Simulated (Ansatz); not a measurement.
## Electronic structure of NiO2 in real space

Input

```
crystal:
  lattice:
    - [2.8114494735, 0.0, 0.0]
    - [-1.4057247368, 2.4347866655, 0.0]
    - [0.0, 0.0, 9.99430323]
  atoms:
    - { symbol: Ni, position: [0.0, 0.0, 0.0] }
    - { symbol: Ni, position: [0.0, 0.0, 0.5] }
    - { symbol: O, position: [0.6666666667, 0.3333333333, 0.0915931262] }
    - { symbol: O, position: [0.6666666667, 0.3333333333, 0.4084068738] }
    - { symbol: O, position: [0.3333333333, 0.6666666667, 0.9084068738] }
    - { symbol: O, position: [0.3333333333, 0.6666666667, 0.5915931262] }
basis:
  ecutwfc: 500
kpoints:
  mp_grid: { grid: [12, 12, 4] }
hamiltonian:
  xc: r2scan
scf:
  occupations: { method: gaussian, width: 0.05 }
output:
  forces: true
  stress: true
  eigenvalues: true
  write_density: true
  write_potential: true
  elf: true
  volumetric_format: npy
```

Command:

```sh
ansatz run input.yaml --threads 1 --pin off --max-ram 2560MiB --backend cpu --events-out ev --progress --plain --runs-dir out
```

Below, planes, directions and counts refer to the conventional cell (a = 2.81 Å, b = 2.81 Å, c = 9.99 Å, α = 90.00°, β = 90.00°, γ = 120.00°).

Space group P6₃/mmc; a structure from a database of computed crystals, not necessarily the ambient phase; computed pressure about −2 GPa in this cell; computed without spin polarisation.

Level of theory: DFT r2SCAN, scalar-relativistic, plane waves, PAW in Ansatz.

In a PAW calculation such maps are meaningful between the atoms, not at the nuclei.

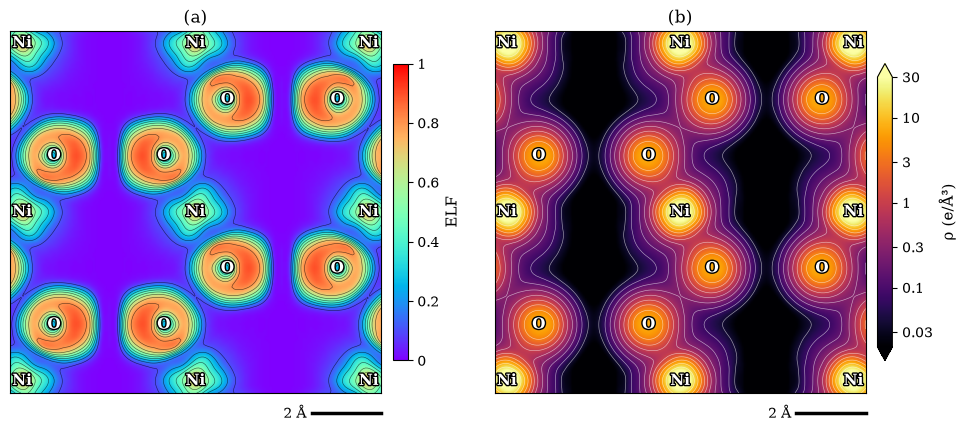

Figure 1. (a) electron localisation function; (b) valence charge density (pseudo) on the (110) plane of the conventional cell.

> What do the fields say about this system?

The section cuts through Ni and O sites.
Ni–O (1.86 Å): the density is about 0.84 e/Å³ at the midpoint; the ELF peaks at about 0.85 in the valence shell of O, 0.7 Å from its nucleus, and is about 0.30 at the midpoint.
Between the atoms the lowest density in this plane is 0.004 e/Å³.
The features right at Ni lie inside the PAW spheres, where the map follows smoothed inner orbitals and isn't to be read closely.

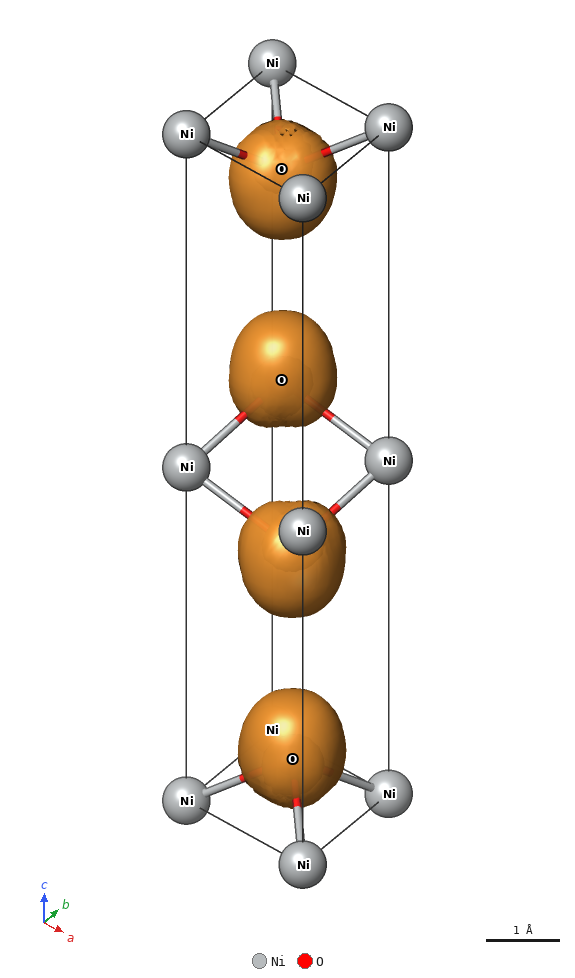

Figure 2. Isosurface of the ELF at 0.75 (orange), seen at an oblique angle. Core shells and regions of very low density are left out. Sticks mark near contacts.

> What do the ELF domains correspond to?

The surface consists of four regions wrapped around O (the valence shell of each), counted in one cell of 6 atoms. Regions shared between cells count once.

> Metal or insulator at this level of theory?

It is gapped, with a Kohn–Sham gap of 1.5 eV on the k-point mesh (the band edges may lie off the mesh, which would make the gap smaller).
